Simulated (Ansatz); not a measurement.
Single-point calculation of GaN

- system: GaN (2 atoms in the cell)
- method: DFT, r2SCAN, plane waves, PAW, no spin polarisation (Ansatz 0.2.0)

The structure was built on a prototype by a generator. The geometry comes from this level: r2SCAN. It belongs to a series of runs on one base structure; here: volume -6%. Figures and captions count atoms from 1; the log counts them from 0 in places.

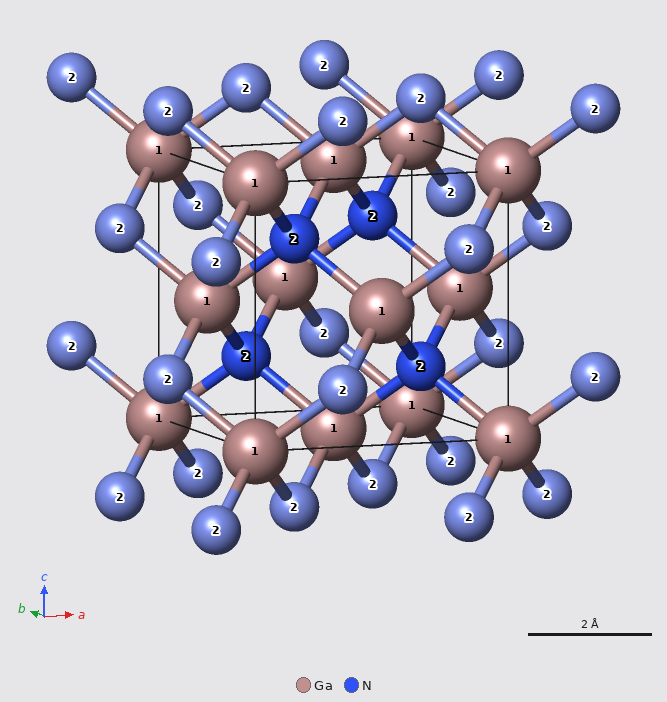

The structure (ball-and-stick view of the cell 4 times as large as that of the calculation, set on its symmetry axes, seen slightly off an axis; neighbours outside the cell are drawn fainter; atoms are numbered from 1 in the order of the input). Near neighbours in the crystal (not all of them lie inside the picture): Ga has 4 N at 1.91 Å; N has 4 Ga at 1.91 Å.

### Summary

```tsv
quantity	value
outcome	converged
space group (tolerance 0.01 Å)	F-43m (216)
electrons treated	18
free energy	−4176.3168 eV
Fermi energy	10.444 eV
gap on the k-point mesh	2.58 eV
pressure	13.88 GPa
largest force (length of the vector)	under 0.001 eV/Å
hardware	2 threads of Arm Neoverse V2, 24 GiB of memory available, shared host
wall time	1.1 s (CPU time 2 s)
peak memory	0.33 GiB
```

### Remarks

The cell is under a pressure of 13.9 GPa at this level, so it is not at its equilibrium volume.

### The input
```yaml
crystal:
  lattice:
    - [0.0, 2.20304267, 2.20304267]
    - [2.20304267, 0.0, 2.20304267]
    - [2.20304267, 2.20304267, 0.0]
  atoms:
    - { symbol: Ga, position: [0.0, 0.0, 0.0] }
    - { symbol: "N", position: [0.25, 0.25, 0.25] }
kpoints:
  mp_grid: { grid: [8, 8, 8] }
hamiltonian:
  xc: r2scan
scf:
  occupations: { method: fixed }
  n_extra_bands: 4
output:
  forces: true
  stress: true
  eigenvalues: true
```

Launch command:
```bash
ansatz run input.yaml --threads 2 --pin off --max-ram 3686MiB --backend cpu --events-out ev --progress --plain --runs-dir out
```

### The program's output
```
scf.n_extra_bands = 4 over 9 filled bands (N_el = 18.0): the run solves 13 bands
Engine: ansatz 0.2.0, aarch64-unknown-linux-gnu
Pseudopotentials: kind: paw
Pseudopotential: Ga, paw, valence charge 13, recommended cutoff 500 eV (meta_gga), Ga.paw.azcp
Pseudopotential: N, paw, valence charge 5, recommended cutoff 500 eV (meta_gga), N.paw.azcp
Functional definition: r2SCAN
  parameter k0 = 0.174
  parameter k1 = 0.065
  parameter a1 = 4.9479
  exchange = r2scan_x(k0 = k0, k1 = k1, a1 = a1)
  correlation = r2scan_c
Crystal: 2 atoms, lattice volume = 21.384 Å³
Basis set: ecut = 500 eV, 537 PW (Γ), exchange–correlation on 96×96×96 points (64 copies of the dense FFT grid, shifted against one another)
Bands: 13, of which v1, the nominal top of the filled ones, is band 9 counted from 1 (8 counted from 0)
Symmetry: 24 space group operations
Space group: F-43m (ITA 216), of the structure as read, at distance tolerance 2.8e-5 Å
k-points: 29 of 512 (time reversal used)
Non-local potential: Ga, projectors of the file, l = 0: 2, l = 1: 2, l = 2: 3, l = 3: 1
Non-local potential: N, projectors of the file, l = 0: 2, l = 1: 2, l = 2: 1
PAW form: soft (Blöchl's): semilocal exchange-correlation on the pseudo side does not see the compensation charge
PAW frozen core: Ga, regenerated for the run's functional (the file was generated under x = pbe(κ = 0.804, μ = 0.2195149727645171), c = pbe(β = 0.06672455060314922))
PAW frozen core: N, regenerated for the run's functional (the file was generated under x = pbe(κ = 0.804, μ = 0.2195149727645171), c = pbe(β = 0.06672455060314922))
PAW one-centre angular grid: Ga, 590 points (default); XC on 160 Gauss nodes
PAW one-centre angular grid: N, 302 points (default); XC on 160 Gauss nodes
Initial density: superposition of atomic densities (neutral atoms: chi_scale 0, normalization atom), corrected by the library's trained network
Initial wavefunctions: pseudopotential atomic-orbital guess
Functional: x = r2scan, c = r2scan; τ floored in thin density (d = 2e-4 eV/Å³)
SCF iter   1: F=—  HF=-4176.279266 eV  |F-HF|=—  |Δ(HF+E_count)|=         —  Δρ=1.29e-2  dr2=1.41e-2  dr2_τ=1.17e-1  ethr=1.77e-3  ⟨swp⟩=4.2  Hψ=1720  notcnv=0  defer=42
preconditioner: auto → none  [insulator: Δε(μ)=2.550 eV  Ē_g=20.444 eV  n_scr=8 (ndim 8)  ℏωp=34.1 eV  f_vac=0.000  ε∞_Penn≈3.8]
SCF iter   2: F=—  HF=-4176.316641 eV  |F-HF|=—  |Δ(HF+E_count)|=   3.74e-2  Δρ=4.71e-3  dr2=2.96e-3  dr2_τ=1.14e-4  ethr=7.85e-5  ⟨swp⟩=2.5  Hψ=948  notcnv=0  defer=56
SCF iter   3: F=—  HF=-4176.316684 eV  |F-HF|=—  |Δ(HF+E_count)|=   4.35e-5  Δρ=3.26e-3  dr2=7.24e-4  dr2_τ=6.00e-5  ethr=1.64e-5  ⟨swp⟩=2.0  Hψ=669  notcnv=0  defer=56
SCF iter   4: F=—  HF=-4176.316790 eV  |F-HF|=—  |Δ(HF+E_count)|=   1.05e-4  Δρ=9.50e-4  dr2=1.32e-4  dr2_τ=2.92e-5  ethr=4.02e-6  ⟨swp⟩=2.2  Hψ=568  notcnv=0  defer=56
SCF iter   5: F=—  HF=-4176.316780 eV  |F-HF|=—  |Δ(HF+E_count)|=   9.80e-6  Δρ=1.25e-4  dr2=3.12e-6  dr2_τ=2.77e-7  ethr=7.35e-7  ⟨swp⟩=2.2  Hψ=575  notcnv=0  defer=24
SCF iter   6: F=—  HF=-4176.316787 eV  |F-HF|=—  |Δ(HF+E_count)|=   7.30e-6  Δρ=1.13e-4  dr2=2.52e-6  dr2_τ=1.43e-7  ethr=1.73e-8  ⟨swp⟩=2.0  Hψ=638  notcnv=0
SCF iter   7: F=—  HF=-4176.316787 eV  |F-HF|=—  |Δ(HF+E_count)|=   2.65e-7  Δρ=6.79e-5  dr2=9.13e-7  dr2_τ=9.74e-9  ethr=1.40e-8  ⟨swp⟩=1.0  Hψ=377  notcnv=0
SCF iter   8: F=-4176.316787 eV  HF=-4176.316787 eV  |F-HF|=4.14e-8  |Δ(HF+E_count)|=   1.60e-7  Δρ=1.81e-5  dr2=6.73e-8  dr2_τ=6.03e-10  ethr=5.56e-10  ⟨swp⟩=4.1  Hψ=1833  notcnv=0
SCF 1 converged in 8 iterations: F = -4176.316787 eV  dr2 = 6.73e-8
  greatest PAW one-centre occupation: 0.995 electrons in one spin orbital (limit 2), on the Ga atom at site 0 (counted from 0), in its partial waves of l = 2
SCF converged after 8 iterations
Free energy (F): -4176.316787 eV
Harris-Foulkes:  -4176.316787 eV  (|F-HF|=4.14e-8)
Internal energy: -4176.316787 eV  (E = F + TS)
E sigma→0 (E₀):  -4176.316787 eV
Fermi energy:    10.444390 eV
--- Per-component energies (eV) ---
  E_band       = 0.459446
  E_kinetic    = 249.848959
  E_local      = -1899.661040  (includes V_loc(G=0)·N_el)
  E_nonlocal   = 476.568509
  E_hartree    = 881.199996
  E_xc         = -122.822131
  E_vxc        = -145.089041  (∫ρ·V_xc dr)
  E_paw        = -2136.975258  (= ΣΔE_a)
  E_vpaw       = -451.506040  (= ΣTr[D̂ρ^β])
  E_aug_tail   = -0.000021  (compensation charges beyond the density's cutoff)
  E_vtau       = 7.901565  (kinetic-family band-sum trace: ∫τ·v_τ [+ j·A + Jᵃ·Aᵃ] dr)
  E_ewald      = -1623.793167
  E_core_change = -0.682634  (= ΣΔE_core)
  E_smearing   = -0.000000  (= −TS)
  E_closure    = 0.000000  (closes the sum)
  Σ components = -4176.316787   (vs F -4176.316787, Δ=0.00e0)
--- Forces (eV/Å), atoms counted from 1 ---
  atom   1  Ga     0.00000000    -0.00000000     0.00000000
  atom   2  N     -0.00000000     0.00000000    -0.00000000
  max |Σ_I F_I| component: 1.85e-17 eV/Å
--- Stress (GPa, compression-positive) ---
       13.884163      -0.000000      -0.000000
        0.000000      13.884163       0.000000
       -0.000000       0.000000      13.884163
  P = ⅓ Tr σ = 13.8842 GPa (138.842 kbar)
--- Band table (eV; the first three rows and the last of 29) ---
  k-point 0: bands = ["-6.8941", "-3.5249", "-3.5249", "-3.5249", "-3.1041", "-3.1041", "10.4444", "10.4444", "10.4444", "13.0282", "21.9193", "21.9194", "21.9194"]
  k-point 1: bands = ["-6.7043", "-3.4991", "-3.4991", "-3.4627", "-3.1061", "-3.1061", "8.9100", "10.2633", "10.2633", "14.1459", "21.2064", "22.1846", "22.1846"]
  k-point 2: bands = ["-6.2562", "-3.4473", "-3.4473", "-3.1726", "-3.0988", "-3.0988", "6.3703", "9.8615", "9.8615", "15.4438", "20.3547", "22.3764", "22.3764"]
  k-point 28: bands = ["-5.4845", "-3.3330", "-3.2917", "-3.1021", "-3.0947", "-1.2151", "4.4109", "6.3381", "6.3986", "17.3200", "20.3171", "21.9593", "22.6141"]
```

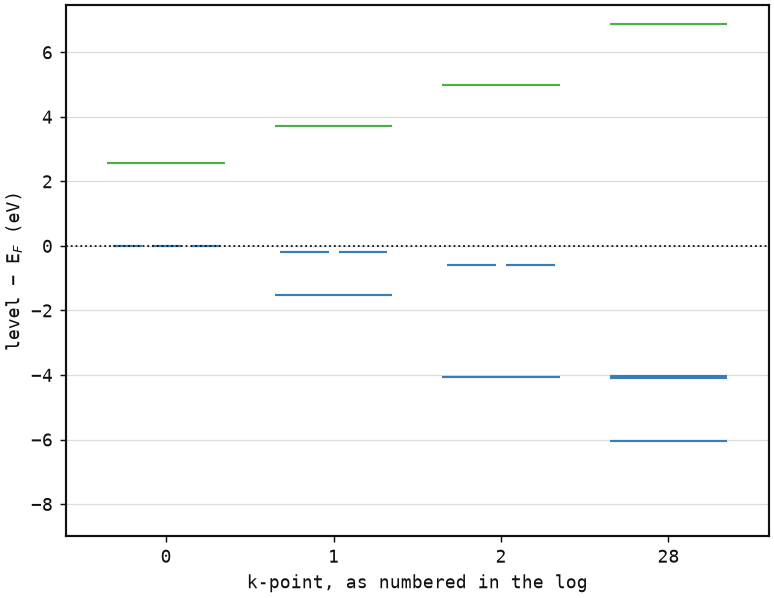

Kohn–Sham levels near the Fermi level (dotted) at the few k-points that the log prints; levels within 0.02 eV of each other stand side by side. Among these points the highest filled and lowest empty levels are 2.58 eV apart, which is the gap on the mesh.
